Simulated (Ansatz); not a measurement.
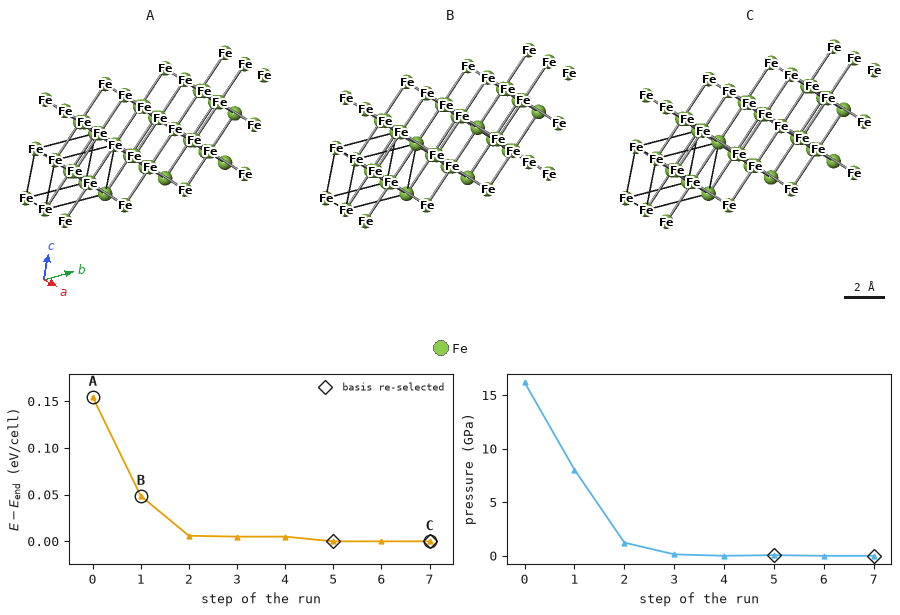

Frames of a relaxation of crystalline Fe (a generated structure, set up in Pm-3m), marked on the history of the run. The picture is a ball-and-stick view of the cell of the calculation, repeated 2 × 3 × 2 with one cell outlined, seen slightly off an axis.

Phase: simple cubic.

These are results of DFT, r2SCAN, plane waves (500 eV) with PAW, scalar-relativistic (Ansatz), not measurements.

Input file:
```yaml
crystal:
  lattice:
    - [0.0, 2.3342634294, 2.3342634294]
    - [2.3342634294, 0.0, 2.3342634294]
    - [2.3342634294, 2.3342634294, 0.0]
  atoms:
    - { symbol: Fe, position: [0.0, 0.0, 0.0], spin: 2.5 }
    - { symbol: Fe, position: [0.5, 0.5, 0.5], spin: -2.5 }
hamiltonian:
  xc: r2scan
  pseudopotentials:
    kind: paw
    azcp:
      Fe: "pseudopotentials/Fe.paw.azcp"
basis:
  ecutwfc: 500
  fft_grid_basis: typed
kpoints:
  mp_grid: { grid: [12, 12, 12], shift: [0, 0, 0] }
magnetization:
  spin_polarized: true
scf:
  occupations: { method: fermi_dirac, width: 0.05 }
relax:
  max_steps: 60
  f_tol: 0.01
  cell: {}
```

Command:
```bash
ansatz run input.yaml --threads 1 --pin off --max-ram 3584MiB --backend cpu --events-out ev --progress --plain --runs-dir out
```

### Describe the path.

After 5 accepted moves (7 points after the start) the energy has fallen by 0.155 eV per cell of the calculation. All forces vanish by symmetry, so only the cell relaxes. The pressure goes from 16.20 to 0.00 GPa. At 2 points the geometry stayed and the basis and grid were re-selected for the new cell (energy shift of 5.1 meV per cell of the calculation at most each time). The atoms keep their places relative to the cell (all moves are under 0.005 Å). The volume changes by +13.4 %, with a = b = c 3.301 → 3.443 Å (+4.3 %). Near-neighbour distances that change, for instance: Fe1–Fe2 2.334 → 2.434 Å. The space group stays Pm-3m (No. 221). The run may lie on a higher electronic state than the lowest, so the end point isn't shown to be the ground-state structure. Cost: 2.6 min on 1 thread of Intel(R) Xeon(R) Platinum 8259CL CPU @ 2.50GHz (Skylake/Cascade Lake), with other jobs on the host, peak memory 0.65 GiB. From step 0 to 1: volume +5.7 %, energy −0.106 eV per cell of the calculation. From step 1 to 7: volume +7.3 %, energy −48.6 meV per cell of the calculation.
